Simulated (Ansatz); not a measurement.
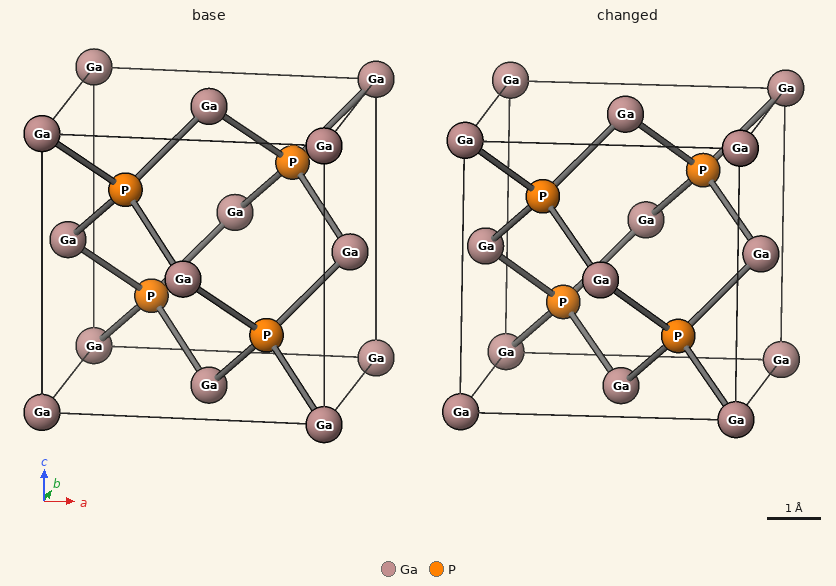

Left: solid GaP (built on the zincblende type) at its r2SCAN-relaxed geometry. Right: the same structure after one change, at the same scale. Style: ball-and-stick. Shown: the conventional cell (4 times the calculation's cell), slightly off an axis. Lengths and directions refer to the drawn axes.

Level of theory: DFT, r2SCAN, plane waves, PAW in Ansatz. (plane-wave cutoff 500 eV; k-point mesh 8 × 8 × 8; occupations fixed; no spin polarisation)

What was changed?

Answer. The cell is strained by +1.8 % along [1 −1 1] and −4.0 % across it (volume −6.2 %). The atoms and the free axis were relaxed with r2SCAN under that strain, and this is a single point on that geometry.

What does the change do?

Answer. Some distances before and after: Ga–P 2.360 → 2.302 to 2.348 Å. The space group (tolerance 0.01 Å) goes from F-43m (No. 216) to R3m (No. 160). Energy change: +45.9 meV per atom. The pressure goes from 0.0 to 6.4 GPa. The principal stresses (compression positive) are 0.0 GPa along [1 −1 1] and 9.6 GPa across it. The forces stay under 0.01 eV/Å.
